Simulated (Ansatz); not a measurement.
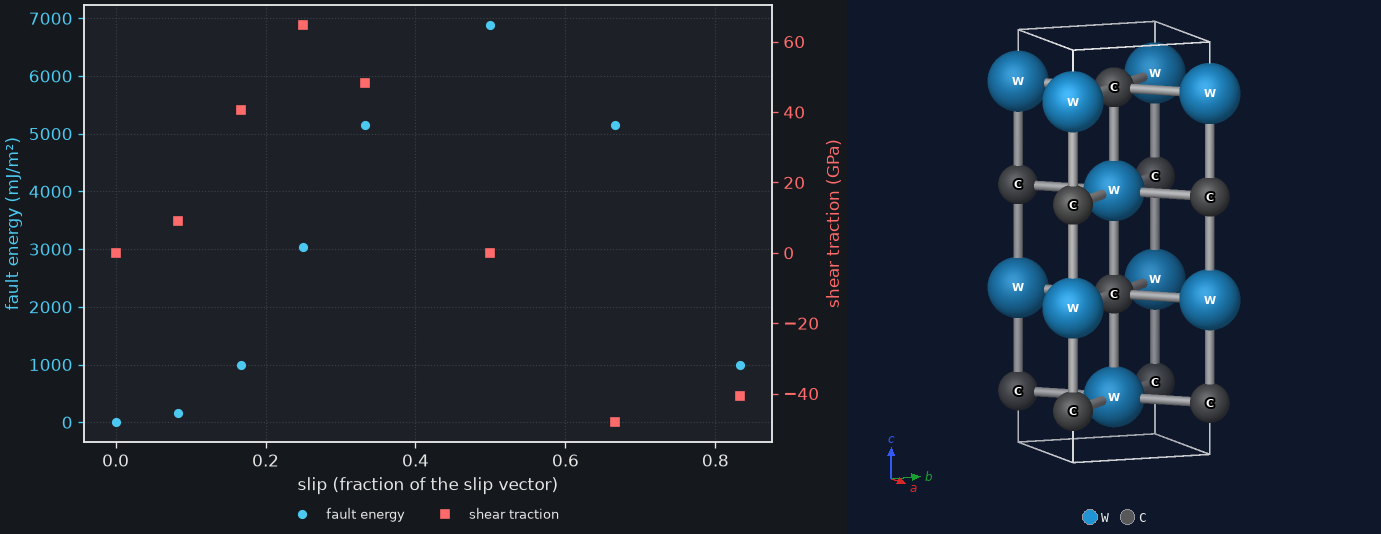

How it was computed, with Ansatz 0.2.0: rigid slide of a crystal across a plane by tilting cell vector c, one fault a cell, unrelaxed, by plane-wave density functional theory with PAW datasets, free energies less that of the undisturbed cell; scalar-relativistic. Level: r2SCAN, no spin polarisation.

```json
{"setting": "wave cutoff", "value": "500 eV"}
{"setting": "k mesh", "value": "19×19×7"}
{"setting": "occupations", "value": "Gaussian"}
{"setting": "smearing width", "value": "0.15 eV"}
{"setting": "k shift", "value": "(0, 0, 0) (mesh steps)"}
{"setting": "start", "value": "relaxed"}
{"setting": "height of the cut", "value": "0 (fraction of cell vector c)"}
{"setting": "slip vector", "value": "(1, -1) (multiples of cell vectors a and b)"}
```

Starting cell:
```xyz
8
Lattice="-2.1824 -2.1824 0.0000 2.1824 -2.1824 0.0000 0.0000 0.0000 8.7297" Properties=species:S:1:pos:R:3 pbc="T T T"
W     0.0000   -2.1824    1.0912
W     0.0000    0.0000    3.2736
W     0.0000   -2.1824    5.4560
W     0.0000    0.0000    7.6385
C     0.0000    0.0000    1.0912
C     0.0000   -2.1824    3.2736
C     0.0000    0.0000    5.4560
C     0.0000   -2.1824    7.6385
```

**Figure.** Fault energy and shear traction against slip for WC, space group Fm-3m (No. 225). The cell is drawn beside the plot.

The points at slip 0.6667 and 0.8333 follow from computed ones by symmetry.

The highest fault energy among the points, the barrier to rigid slip along this vector, is 6890 mJ/m² at slip 0.5; no local minimum, hence no metastable fault, shows among the points. The shear traction goes from 0 GPa at slip 0.0000 to −41 GPa at 0.8333, not monotonically, with a high of 65 GPa at 0.2500 and a low of −48 GPa at 0.6667.

Keep in mind: atoms far too close at some points of the scan.
